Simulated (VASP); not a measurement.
## Electronic structure of Zr (slab) in real space

```yaml
crystal:
  lattice:
    - [3.12329, 0.00000, 0.00000]
    - [0.00000, 3.12329, 0.00000]
    - [0.00000, 0.00000, 21.17391]
  atoms:
    - { symbol: Zr, position: [0.50000, 0.50000, 0.18891] }
    - { symbol: Zr, position: [0.00000, 0.00000, 0.28748] }
    - { symbol: Zr, position: [0.50000, 0.50000, 0.38604] }
```

These are results of Kohn-Sham DFT of a periodic cell, LDA, VASP PAW LDA potentials, recommended in VASP 6.6.1, not measurements.

Core electrons are frozen (PAW), and the valence fields are smoothed inside the atomic spheres.

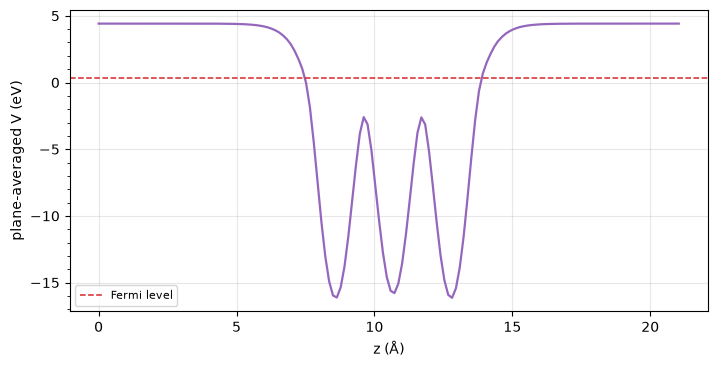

Figure 1. Plane average of the electrostatic potential energy of an electron across the slab.

### How far above the Fermi level of the calculation is the vacuum level?

4.1 eV.

### What are the slab's thickness and the vacuum gap?

The outermost nuclei are 4.2 Å apart, in 3 atomic planes; the vacuum between periodic images is 17.0 Å wide.

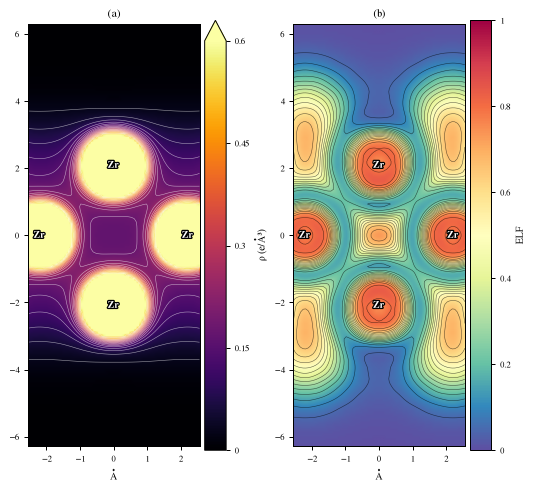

Figure 2. (a) valence pseudo-density; (b) ELF on the (110) plane of the calculation cell, a cut from vacuum to vacuum.

### Read the bonding off the picture.

The section cuts through Zr sites. Zr–Zr (3.04 Å): ρ at the midpoint is about 0.21 e/Å³; the ELF is about 0.20 at the midpoint: no localised pair shows between them. The density dies away to nearly zero in the vacuum. The features right at Zr lie inside the PAW spheres, where the map follows smoothed inner orbitals and isn't to be read closely.
